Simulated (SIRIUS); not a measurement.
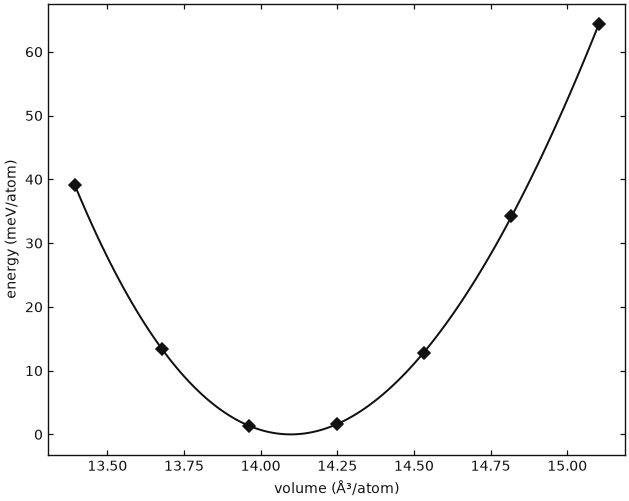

Caption: Energy against volume for Tc, space group P6_3/mmc (No. 194).

A third-order Birch–Murnaghan fit gives V0 = 14.10 Å³/atom, B0 = 325 GPa and B′ = 4.3. The energy is 39.15 meV/atom at volume 13.39 Å³/atom and 64.33 meV/atom at 15.10 Å³/atom; the lowest computed point is at volume 13.96 Å³/atom (1.32 meV/atom).

Computed with SIRIUS 7.12.0: all-electron LAPW DFT, no spin polarisation; energies at scaled volumes of the given cell, shape and fractions fixed, counted from the fit's minimum, third-order Birch-Murnaghan fit. Level: WC.

```tsv
setting	value
k mesh	11×11×3
occupations	Fermi–Dirac
smearing width	0.05 eV
potentials	all electron FP LAPW
program settings	basis apw+lo standard, gk cutoff 3.58 1/bohr, pw cutoff 20 1/bohr
```

Cell as given: a = 2.739 Å, b = 2.739 Å, c = 8.770 Å, α = 90.00°, β = 90.00°, γ = 120.00°; 4 atoms.

Note: shape and atomic fractions are frozen while scaling, which makes layered, chain and framework solids too stiff.
